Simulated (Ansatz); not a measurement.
# Monolayer PbO: simulated STM

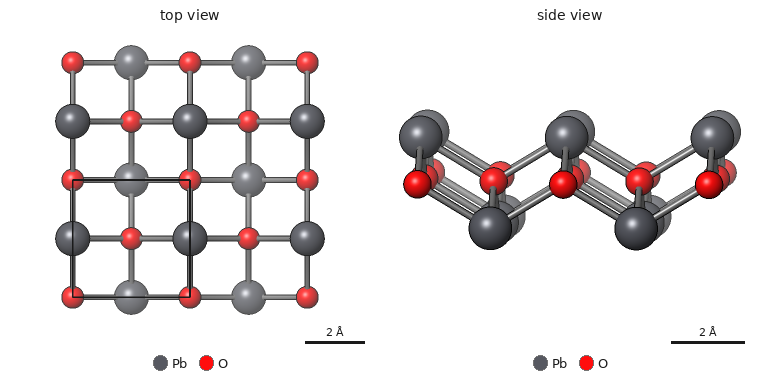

The relaxed structure from above and from the side.

Computed with DFT PBE+D3(BJ), scalar-relativistic, plane waves, PAW in Ansatz. Cutoff 420 eV, 27 × 27 k-points, Gaussian smearing 0.05 eV, dipole correction. No spin polarisation. Spin–orbit coupling is left out; with Pb it can shift levels and gaps. The semilocal functional makes this wide gap too small, and with it the biases at which current sets in. The run warns that the functional's potential is rough in the thin density of the vacuum, where the tip is; weak contrasts and barriers may feel it.

Tersoff–Hamann simulation (s-wave tip); biases are sample biases. Zero bias is put in the middle of the gap by convention. Bias windows are sharp sums over the levels of the k mesh.

```cif
data_structure
_symmetry_space_group_name_H-M 'P 1'
_symmetry_Int_Tables_number 1
_cell_length_a 4.0112
_cell_length_b 4.0112
_cell_length_c 20.4145
_cell_angle_alpha 90.000
_cell_angle_beta 90.000
_cell_angle_gamma 90.000
_cell_volume 328.46
loop_
_atom_site_label
_atom_site_type_symbol
_atom_site_fract_x
_atom_site_fract_y
_atom_site_fract_z
_atom_site_occupancy
Pb1 Pb 0.50000 0.00000 0.44086 1
O1 O 0.00000 0.00000 0.50000 1
O2 O 0.50000 0.50000 0.50000 1
Pb2 Pb 0.00000 0.50000 0.55914 1
```

The last single point, restarted from the relaxation's density, took 2.1 min on 1 thread of Arm Neoverse V1, on a shared host, peak memory 0.86 GiB.

### 1. One image

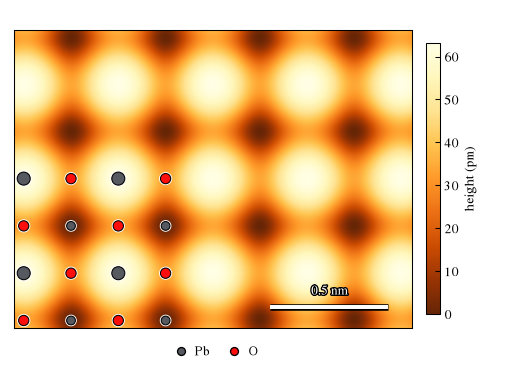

Constant-current image at a set point of 4.0 × 10⁻⁵ e/Å³ of this surface, sample bias −2.50 V. The atoms seen from above are drawn over one corner (deeper ones smaller).

Q: Assign the bright and dark features to the surface structure.

A: The brightest spots lie over the top Pb atoms; the darkest points are over the sites above the Pb atoms 2.4 Å below the top plane. The corrugation is 63 pm at a mean tip height of 4.0 Å.

### 2. Approach curves

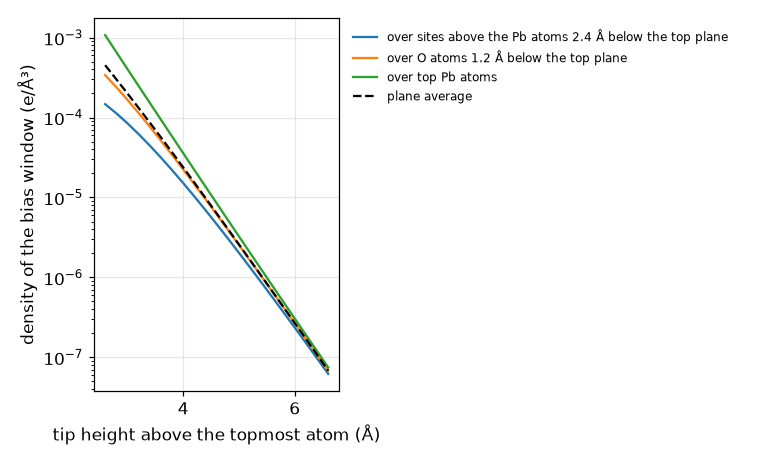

Approach curves over this surface at a sample bias of −1.55 V.

Q: How fast does the current decay, and what apparent barrier height does that imply?

A: Near 4 Å the plane average falls as exp(−2.18 z/Å), a factor of 8.9 per ångström, which gives an apparent barrier of 4.5 eV (0.952 eV Å² times the slope squared). The vacuum level lies 3.28 eV above zero bias. The highest filled states lie 4.57 eV under it. The apparent barrier is close to 4.57 eV.

### 3. States by depth

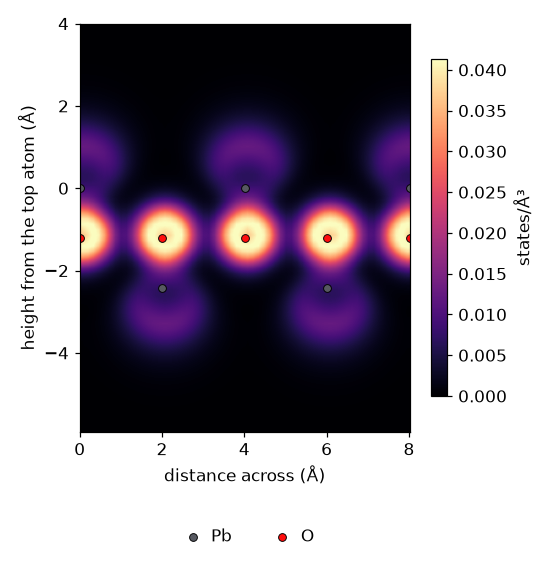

Density of all states between −1.90 and −1.55 eV (zero: the middle of the gap) of this surface: side view, averaged along the second cell vector.

The picture shows the smooth PAW orbitals' density alone, which lacks about 19 % of these states' charge, near the nuclei; the shares below count all of it.

Q: Where in the slab do these states sit?

A: The window holds 1.1 states per cell. Shares by plane (space cut midway between planes), top to bottom: Pb 17 %, O (2 atoms) 66 %, Pb 17 %; the outer planes' shares include the vacuum, and density in a gap between layers is shared out between the planes on either side.

### 4. Bias series

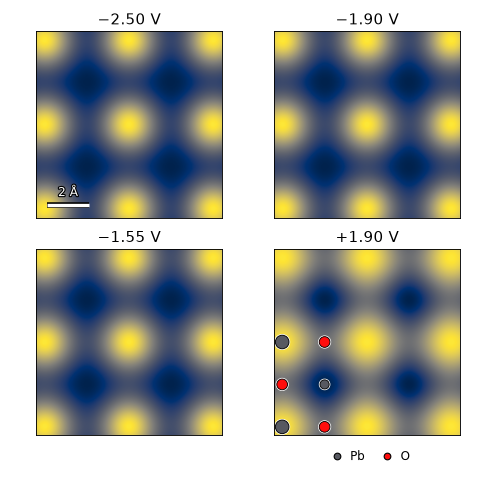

Constant-height images of this surface at 4 sample biases, each on its own colour scale; the last has the atoms seen from above drawn over one corner (deeper ones smaller).

Q: How do the images change with bias?

A:
| bias | height (Å) | bright/dark | brightest over |
| --- | --- | --- | --- |
| −2.50 V | 3.0 | 9.4 | top Pb atoms |
| −1.90 V | 3.0 | 7.1 | top Pb atoms |
| −1.55 V | 3.0 | 4.8 | top Pb atoms |
| +1.90 V | 3.0 | 1.5 | top Pb atoms |

On its k mesh the sheet has a gap of 2.60 eV, inside which this model gives no current; semilocal functionals usually make such gaps too small.
